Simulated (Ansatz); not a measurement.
# Sr3TiO: what the fields show

Input

```
crystal:
  lattice:
    - [5.2288810127, 0.0, 0.0]
    - [0.0, 5.2288810127, 0.0]
    - [0.0, 0.0, 5.2288810127]
  atoms:
    - { symbol: Sr, position: [0.0, 0.5, 0.5] }
    - { symbol: Sr, position: [0.5, 0.0, 0.5] }
    - { symbol: Sr, position: [0.5, 0.5, 0.0] }
    - { symbol: Ti, position: [0.0, 0.0, 0.0], spin: 2.64 }
    - { symbol: O, position: [0.5, 0.5, 0.5] }
basis:
  ecutwfc: 420
kpoints:
  mp_grid: { grid: [8, 8, 8] }
hamiltonian:
  xc: pbesol
scf:
  occupations: { method: gaussian, width: 0.1 }
output:
  forces: true
  stress: true
  eigenvalues: true
  populations: true
  write_density: true
  write_potential: true
  elf: true
  volumetric_format: npy
magnetization:
  spin_polarized: true
relax:
  adjacent_minimum: "off"
  f_tol: 0.005
  max_steps: 80
  cell: { stress_tol: 0.05 }
```

Command:

```sh
ansatz run input.yaml --threads 2 --pin off --max-ram 6144MiB --backend cpu --events-out ev --progress --plain --runs-dir out
```

Below, planes, directions and counts refer to the conventional cell (a = 5.18 Å, b = 5.18 Å, c = 5.18 Å, α = 90.00°, β = 90.00°, γ = 90.00°).

The fields are those of the run's last geometry, not of the input's.

Space group Pm-3m; spin-polarised.

These are results of Ansatz 0.2.0, DFT PBEsol, scalar-relativistic, plane waves, PAW, not measurements.

The density is the valence pseudo-density of a PAW calculation; it isn't the true density close to the nuclei.

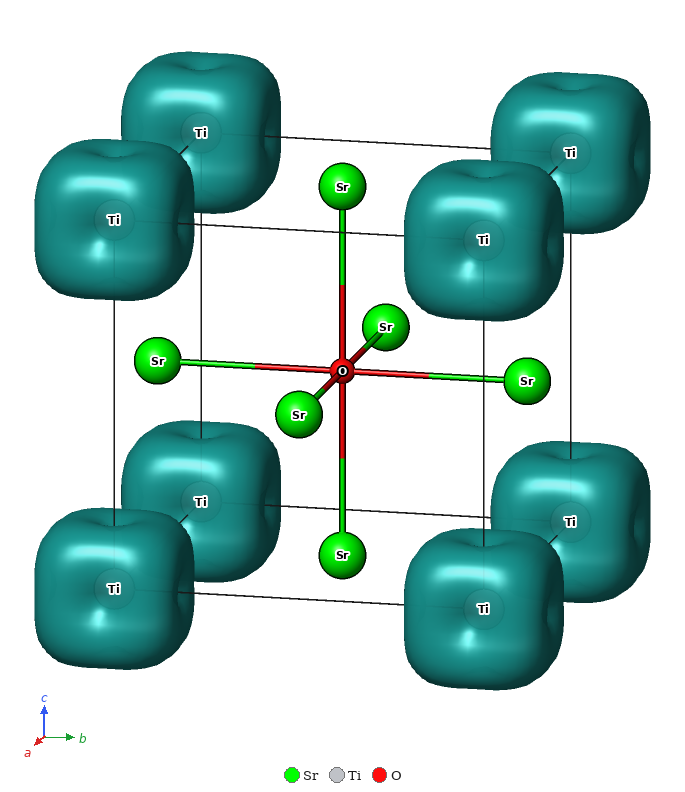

Figure 1. Isosurface of the spin density at +0.08 e/Å³ (teal), seen slightly off an axis. Sticks mark near contacts.

Q: Describe the spin distribution.

A: The spin density sits on Ti: +2.3 μB in one cell of 5 atoms, with smaller moments on other sites: Sr (up to +0.06 μB): parallel main moments, as they must be, since the calculation's own cell holds one magnetic site. The cell of the calculation (5 atoms) carries 3.7 μB of net spin moment.

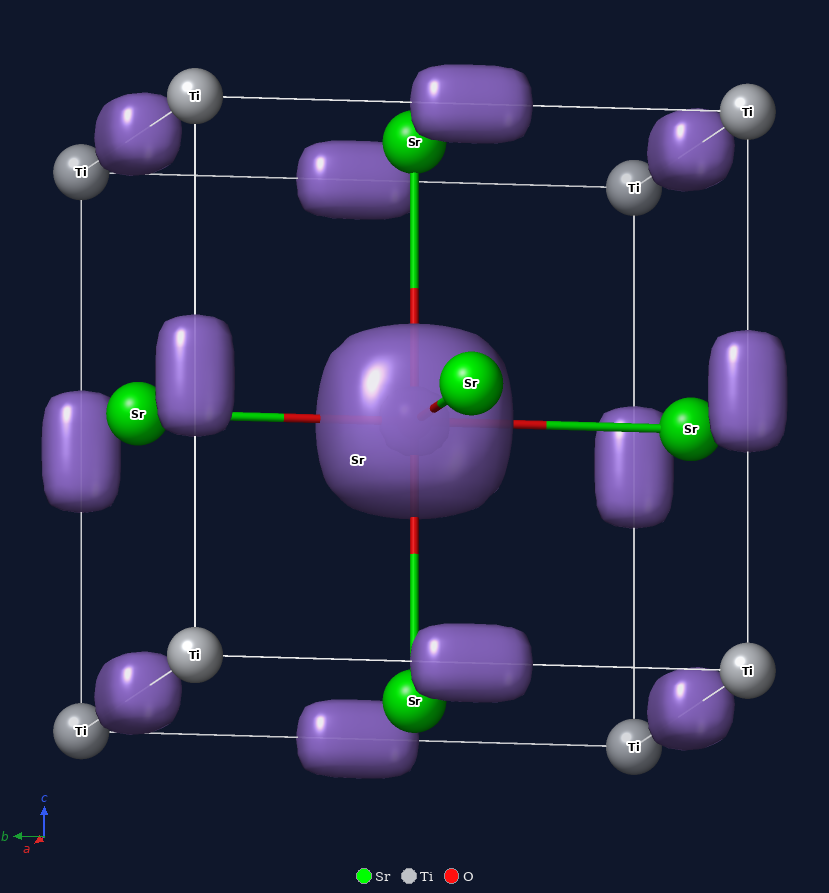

Figure 2. Isosurface of the ELF at 0.65 (purple), seen at an oblique angle. Only the valence region is drawn (cores and ρ < 0.01 e/Å³ removed). Sticks mark near contacts.

Q: What do the ELF domains correspond to?

A: At this value the surface marks out one region wrapped around O (its valence shell) and three pockets between the atoms, centred on no nucleus (multi-centre or interstitial), counted in one cell of 5 atoms. Any copies at cell faces, edges or corners count once.


Sr–O (2.59 Å): the ELF is about 0.10 at the midpoint: no shared electron pair shows on this line. Sr–Ti (3.66 Å): the ELF is about 0.30 at the midpoint (no localised pair shows between them).

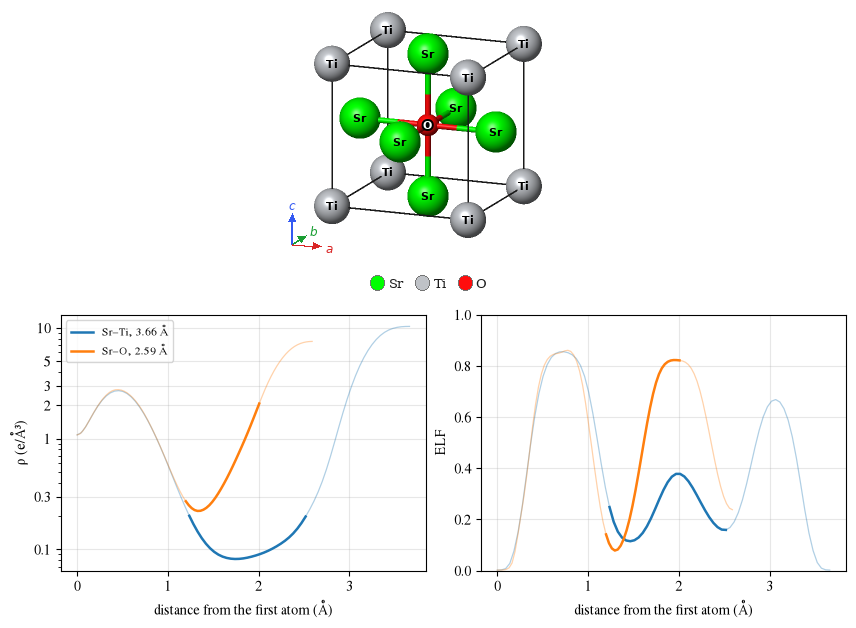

Figure 3. Valence pseudo-density and electron localisation function along straight lines between neighbouring atoms. Thin, pale parts lie inside the atomic spheres. The structure is drawn too.

Q: What can be read from the curves?

A: Sr–Ti (3.66 Å): ρ is about 0.08 e/Å³ halfway; the ELF is about 0.30 at the midpoint; no shared electron pair shows on this line.
Sr–O (2.59 Å): ρ is about 0.23 e/Å³ halfway; the ELF is about 0.10 at the midpoint (no localised pair shows between them).

Q: Does the calculation give a band gap?

A: It is gapless in this calculation (a metal or semimetal); semilocal functionals without U, or without the true magnetic order, often close the gap of such compounds.
